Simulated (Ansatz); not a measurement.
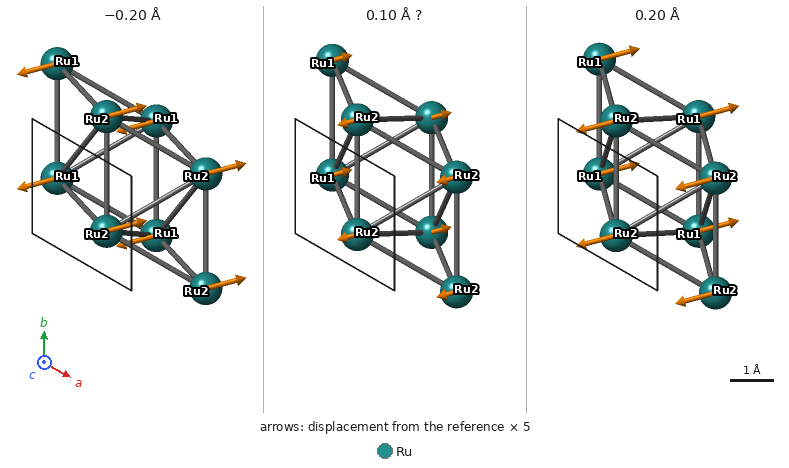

A crystal of Ru (P6_3/mmc): a normal mode at the zone centre (one arbitrary combination within a set of 2 degenerate modes) is frozen in with the cell fixed, the amplitude being the largest displacement of an atom. A ball-and-stick model of the cell of the calculation, repeated 2 × 2 × 1 with one cell outlined, seen along the c axis. Orange arrows: displacements from the reference.

Method: DFT PBE, scalar-relativistic, plane waves, PAW (Ansatz). Set-up: plane-wave cutoff 420 eV; k-point mesh 24 × 24 × 14; occupations gaussian; smearing width 0.15 eV; no spin polarisation. Energies (free energies at the smearing named) are counted from the relaxed crystal.

```csv
largest displacement (Å),E − E(ref) (meV/cell)
−0.200,487
−0.150,286
−0.100,132
−0.050,34
0.000,0
0.050,35
0.100,?
0.150,312
0.175,421
0.200,540
```

Question: Fill in the missing row.

Answer: A straight line between the two neighbours gives 174 meV/cell. A cubic through the four nearest rows (0.000, 0.050, 0.150, 0.175) gives, with Lagrange weights, (−0.1429)(0) + (0.6000)(35) + (1.0000)(312) + (−0.4571)(421) = 141 meV/cell. The calculation gives 139 meV/cell, so the cubic is 2 meV/cell too high and the straight line 35 meV/cell too high, as the curve bends upwards here.

The whole profile:

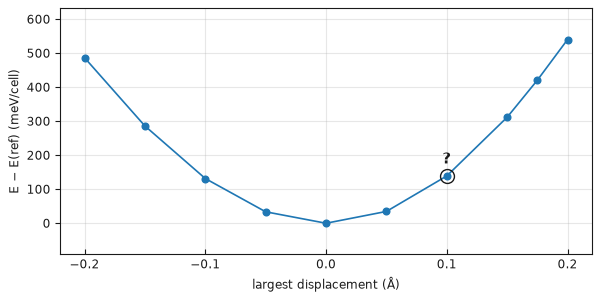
